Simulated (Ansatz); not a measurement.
# Does disorder add resistance in series? Ta(100) layers with 50 % Ti

Two lengths of the disordered region are known. What area resistance does the third give?

**Method.** Ansatz 0.2.0, plane waves with PAW datasets at their recommended cutoffs (420 eV for most), Fermi-Dirac smearing; ballistic transmission by layer matching. The area resistance is RA = A (h/2e²)(1/T − 1/N), with T the zone-mean transmission per spin and N the lead's channels, both averaged over a few energies near the Fermi level; for magnets each spin is taken apart, with h/e², and the two conduct in parallel. Lateral cell 2x2, PBE, a fresh random draw for each length.

The runs, with one result withheld:

| length (Å) | channels N | RA (fΩ m²) |
| --- | --- | --- |
| 6.61 | 10.34 | 0.248 |
| 13.2 | 10.26 | 0.361 |
| 19.8 | 10.26 | ? |

**Estimate by hand.**

Ohm's law makes RA linear in the length: the slope is (0.361 − 0.248)/(13.2 − 6.61) = 0.0172 fΩ m² per Å, or 17 µΩ cm. Then 0.361 + 0.0172 × 6.61. Predicted: 0.474 fΩ m².

**The withheld run.**

0.554 fΩ m², so the prediction is 14 % too low. The three lengths together give 23 µΩ cm. The two increments are 0.11 and 0.19 fΩ m²; with one draw for each length, their difference can't be told from scatter.

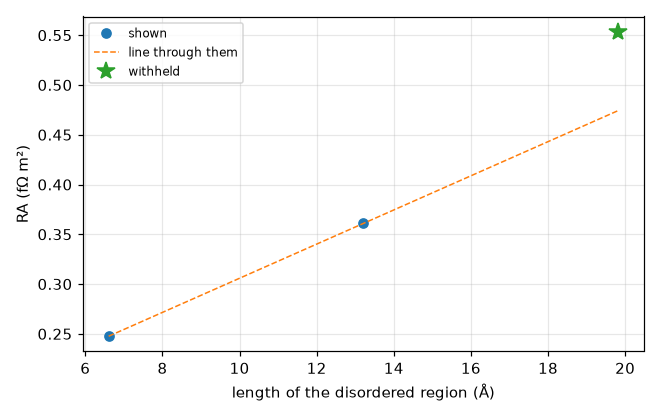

Area resistance against length.

Caveats: The scatterers repeat sideways with the small cell. The slope is a raw one; a model of isotropic scattering puts it 1.04 times the bulk value over these lengths. Atoms sit unrelaxed on the host's lattice, and the pair may not mix at random in practice. Spin-orbit coupling is left out, which matters for Ta.
